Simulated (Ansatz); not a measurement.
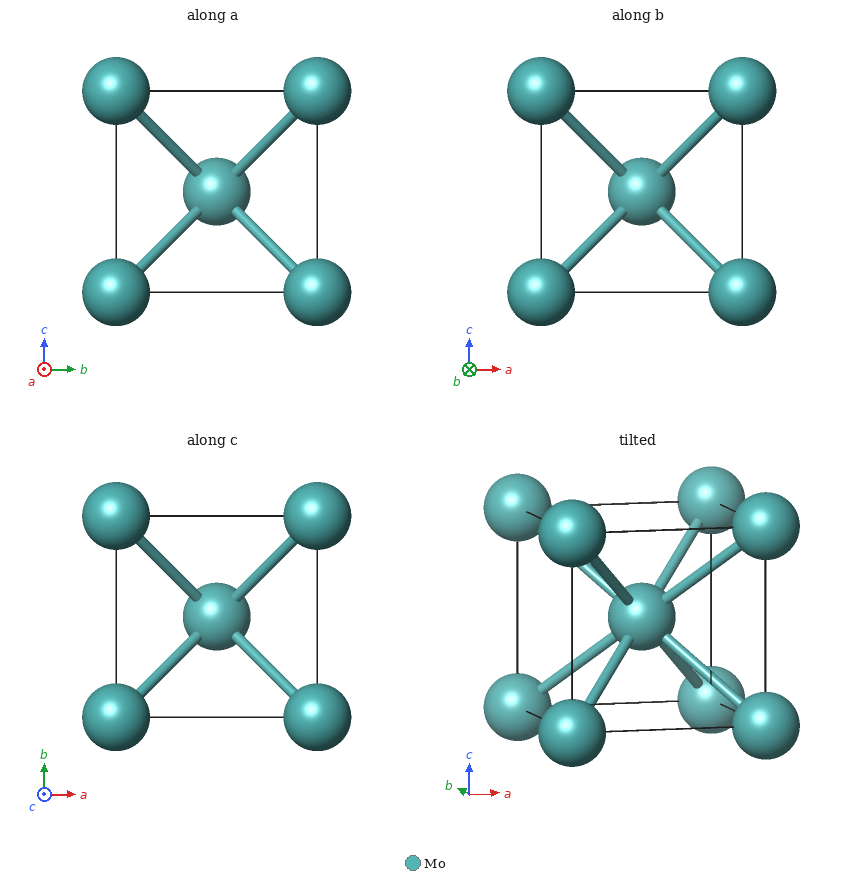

The structure above is drawn in ball-and-stick style and viewed along the a axis, along the b axis, along the c axis and slightly off an axis. The lines enclose the conventional unit cell; boundary atoms appear with their images.

Lattice parameters: a = 3.1296 Å, b = 3.1296 Å, c = 3.1296 Å, α = 90.000°, β = 90.000°, γ = 90.000°.

**Set out the cell and atoms as a CIF in P1 with every atom of the cell.**

```cif
data_structure
_symmetry_space_group_name_H-M 'P 1'
_symmetry_Int_Tables_number 1
_cell_length_a 3.1296
_cell_length_b 3.1296
_cell_length_c 3.1296
_cell_angle_alpha 90.000
_cell_angle_beta 90.000
_cell_angle_gamma 90.000
_cell_volume 30.65
loop_
_atom_site_label
_atom_site_type_symbol
_atom_site_fract_x
_atom_site_fract_y
_atom_site_fract_z
_atom_site_occupancy
Mo1 Mo 0.0000 0.0000 0.0000 1
Mo2 Mo 0.5000 0.5000 0.5000 1
```

It goes back to a structure type filled with this element by a generator (whether the element takes this form wasn't checked). Atoms and cell were optimised with DFT PBEsol, scalar-relativistic, plane waves, PAW (Ansatz 0.2.0).
